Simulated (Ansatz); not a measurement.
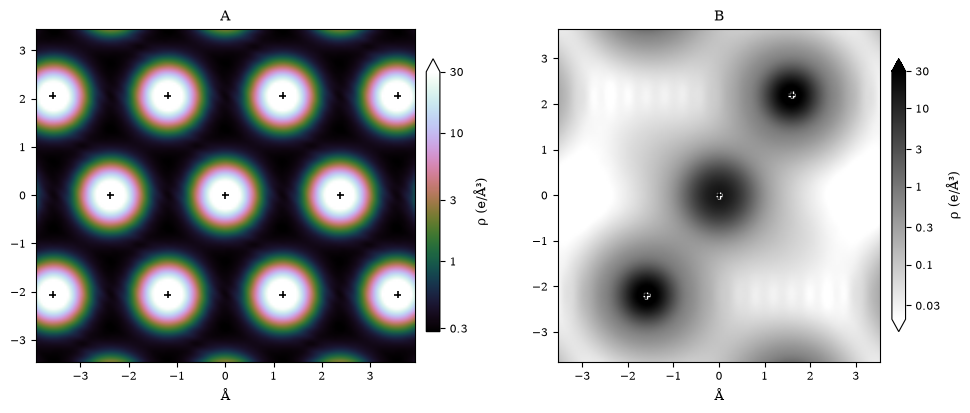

The valence charge density (pseudo) of 2 systems, each on a plane through atoms (crosses mark nuclei in the plane).

All numbers below come from DFT PBEsol, scalar-relativistic, plane waves, PAW in Ansatz 0.2.0.

System 1: Cu, the (001) plane of the conventional cell. Space group P6₃/mmc; a structure from a database of computed crystals, not necessarily the ambient phase; computed pressure about 5 GPa in this cell; computed without spin polarisation.

```yaml
crystal:
  lattice:
    - [2.38468, 0.00000, 0.00000]
    - [-1.19234, 2.06519, 0.00000]
    - [0.00000, 0.00000, 4.64409]
  atoms:
    - { symbol: Cu, position: [0.33333, 0.66667, 0.25000] }
    - { symbol: Cu, position: [0.66667, 0.33333, 0.75000] }
```

System 2: SnSe2, the (110) plane of the conventional cell. Space group P-3m1; changed on purpose from its base cell (strain +0.0400 x Voigt [0, 0, 1, 0, 0, 0], atoms carried along).

```
Sn Se
1.0
     3.81100    0.00000    0.00000
    -1.90550    3.30042    0.00000
     0.00000    0.00000    6.38248
Sn Se
1 2
Cartesian
  0.0000 0.0000 0.0000
  0.0000 2.2003 1.5956
  1.9055 1.1001 4.7869
```

Which map belongs to which system?

Panel A is system 1, Cu: the plane holds Cu. Cu–Cu (2.38 Å): ρ at the midpoint is about 0.32 e/Å³. Panel B is system 2, SnSe2: the plane holds Sn and Se. Sn–Se (2.72 Å): ρ is about 0.39 e/Å³ halfway.
